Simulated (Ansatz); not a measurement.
## Electronic structure of FeSi54 (cell charge +1, with a compensating background) (cell with a defect) in real space

FeSi54 (cell charge +1, with a compensating background) (cell with a defect), 55 atoms, a = 11.60 Å, b = 11.60 Å, c = 11.60 Å, α = 60.00°, β = 60.00°, γ = 60.00°.

Spin-polarised.

These are results of Ansatz 0.2.0, DFT PBE, scalar-relativistic, plane waves, PAW, not measurements.

Core electrons are frozen (PAW), and the valence fields are smoothed inside the atomic spheres.

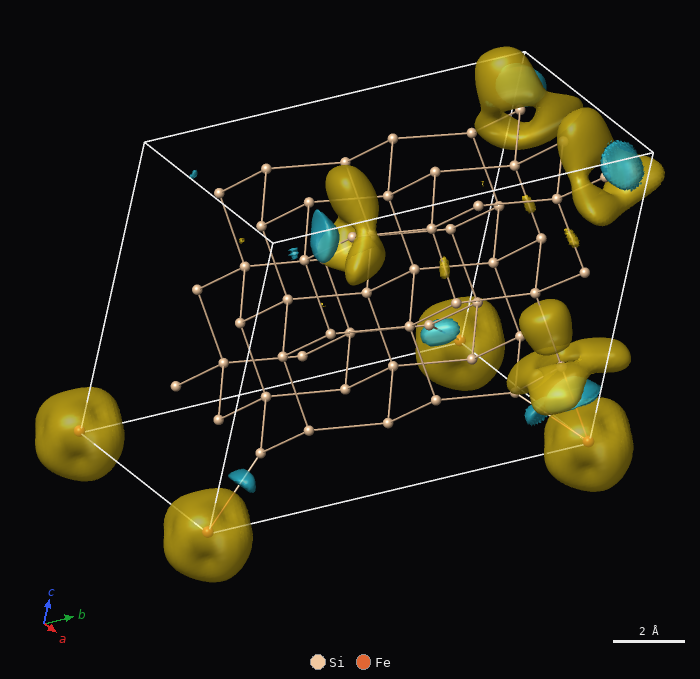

Figure 1. Isosurfaces of the magnetisation density (up minus down) at +0.008 (yellow) and −0.008 e/Å³ (cyan), seen slightly off an axis. Sticks mark near contacts.

**Where is the spin, and how is it ordered?**

The spin density sits on Fe: +2.2 μB in one cell of 55 atoms: a single local moment. The cell of the calculation (55 atoms) carries 3.0 μB of net spin moment.

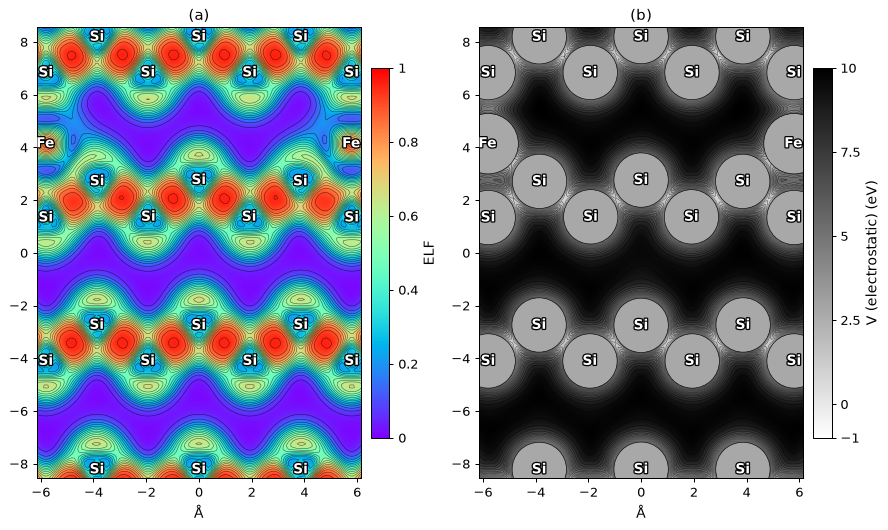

Figure 2. (a) electron localisation function; (b) electrostatic potential energy of an electron on the (011̄) plane of the calculation cell. Grey discs cover the atomic cores in the potential map.

**Interpret the plot.**

- The section cuts through Si and Fe sites.
- Si–Si (2.36 Å): the ELF peaks at about 0.95 between the atoms.
- Fe–Si (2.42 Å): the ELF peaks at about 0.60 in the valence shell of Si, 0.9 Å from its nucleus, and is about 0.40 at the midpoint.
- Fe–Si (2.70 Å): the ELF peaks at about 0.65 in the valence shell of Si, 0.9 Å from its nucleus, and is about 0.40 at the midpoint.
- The features right at Fe lie inside the PAW spheres, where the map follows smoothed inner orbitals and isn't to be read closely.
- Outside the cores the potential energy rises away from the atoms and is highest about 2.3 Å from the nearest atoms; its zero is arbitrary.

**Does the calculation give a band gap?**

It is metallic or semimetallic at this level of theory: no gap opens.
